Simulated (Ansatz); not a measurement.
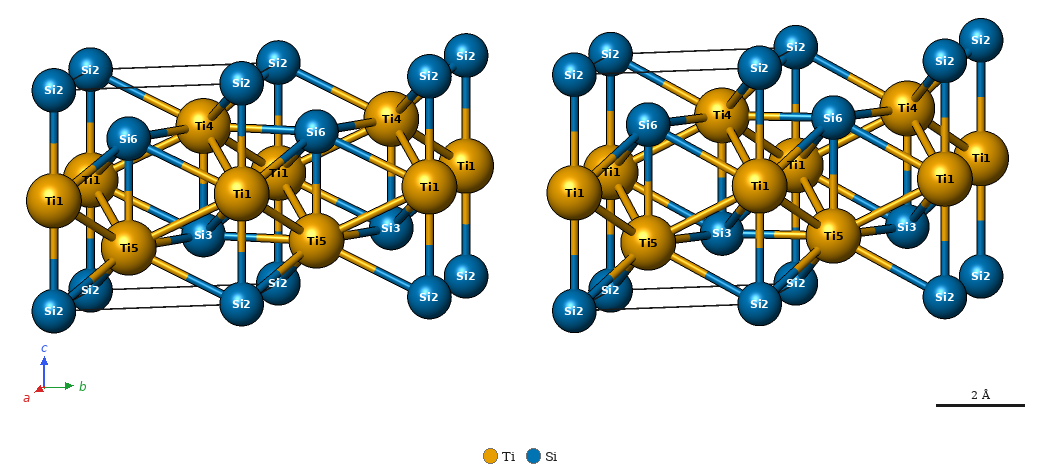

Two geometries of crystalline TiSi (set up in P-3m1), drawn at one scale. One is the start of a relaxation, the other its converged end. Style: ball-and-stick. Shown: the cell of the calculation, repeated 1 × 2 × 1 with one cell outlined, slightly off an axis.

All numbers below come from DFT r2SCAN, scalar-relativistic, plane waves, PAW in Ansatz 0.2.0. Set-up: plane-wave cutoff 500 eV; k-point mesh 12 × 12 × 8; occupations gaussian; smearing width 0.1 eV; no spin polarisation; cell and atoms relaxed; force threshold 0.015 eV/Å; at most 60 steps.

Which one is relaxed?

The left one is the relaxed one. Case: 3 of 6 Ti sites taken by Si, cell and atoms relaxed. The largest moves relative to the cell, 0.054 Å, are those of Si3 and Si6. Si3 goes along +c. By element the largest moves are Si 0.054 Å, Ti 0.023 Å. The volume changes by −4.0 %, with a = b 4.474 → 4.535 Å (+1.3 %), c 5.410 → 5.057 Å (−6.5 %). Some distances before and after: Si3–Ti4 2.705 → 2.497 Å, Ti1–Si2 2.705 → 2.528 Å, Si3–Ti4 (another image) 2.705 → 2.559 Å, Si3–Ti5 2.583 → 2.619 Å. The space group stays P-3m1 (No. 164). The energy falls by 73.9 meV per atom in 4 accepted moves (5 points after the start). The largest force component goes from 0.48 to 0.0052 eV/Å. The pressure goes from −6.13 to −0.04 GPa. At 1 point the geometry stayed and the basis and grid were re-selected for the new cell (energy shift of 0.2 meV per atom at most each time).
